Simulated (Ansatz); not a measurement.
**WS: density, localisation and related maps**

Input

```
crystal:
  lattice:
    - [3.1510673563, 0.0, 0.0]
    - [-1.5755336781, 2.7289043796, 0.0]
    - [0.0, 0.0, 6.7594819029]
  atoms:
    - { symbol: W, position: [0.0, 0.0, 0.0], spin: 2.5 }
    - { symbol: W, position: [0.0, 0.0, 0.5], spin: 2.5 }
    - { symbol: S, position: [0.3333333333, 0.6666666667, 0.25] }
    - { symbol: S, position: [0.6666666667, 0.3333333333, 0.75] }
basis:
  ecutwfc: 420
kpoints:
  mp_grid: { grid: [12, 12, 8] }
hamiltonian:
  xc: pbe
scf:
  occupations: { method: gaussian, width: 0.1 }
  lower_state_search: "off"
output:
  forces: true
  stress: true
  eigenvalues: true
  populations: true
  write_density: true
  write_potential: true
  elf: true
  volumetric_format: npy
magnetization:
  spin_polarized: true
```

Launched as:

```sh
ansatz run input.yaml --threads 1 --pin off --max-ram 2560MiB --backend cpu --events-out ev --progress --plain --runs-dir out
```

Below, planes, directions and counts refer to the conventional cell (a = 3.15 Å, b = 3.15 Å, c = 6.76 Å, α = 90.00°, β = 90.00°, γ = 120.00°).

Space group P6₃/mmc; started from the nickel arsenide prototype, which need not be the ambient phase; the program warned that a starting moment wasn't kept; spin-polarised, but the moments vanished.

These are results of Ansatz 0.2.0, DFT PBE, scalar-relativistic, plane waves, PAW, not measurements.

The density is the valence pseudo-density of a PAW calculation; it isn't the true density close to the nuclei.

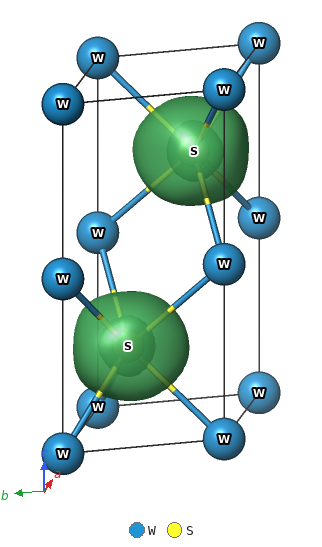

Figure 1. Isosurface of the electron localisation function at 0.65 (green), seen at an oblique angle. Only the valence region is drawn (cores and ρ < 0.01 e/Å³ removed). Sticks mark near contacts.

### Identify the bonds, lone pairs and shells in this picture.

The ELF exceeds this value in two regions wrapped around S (the valence shell of each), counted in one cell of 4 atoms. Regions shared between cells count once. Profiles from the grid: W–S (2.48 Å): the ELF peaks at about 0.85 in the valence shell of S, 0.8 Å from its nucleus, and is about 0.35 at the midpoint.

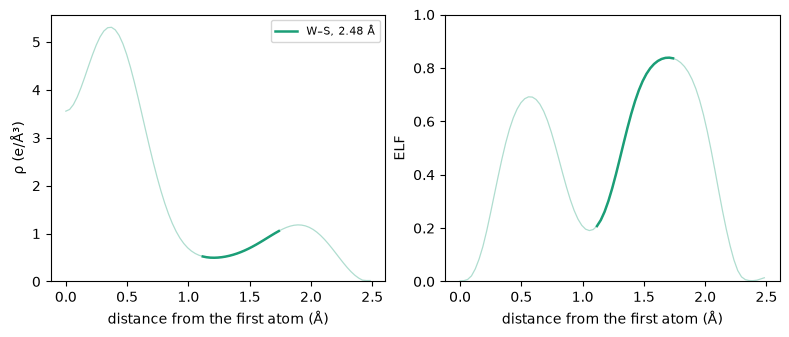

Figure 2. Valence electron density and ELF along straight lines between neighbouring atoms. Thin, pale parts lie inside the atomic spheres.

### What can be read from the curves?

W–S (2.48 Å): ρ is about 0.5 e/Å³ halfway; the ELF peaks at about 0.85 in the valence shell of S, 0.8 Å from its nucleus, and is about 0.35 at the midpoint.

### Does the calculation give a band gap?

It is gapless in this calculation (a metal or semimetal); semilocal functionals without U, or without the true magnetic order, often close the gap of such compounds.
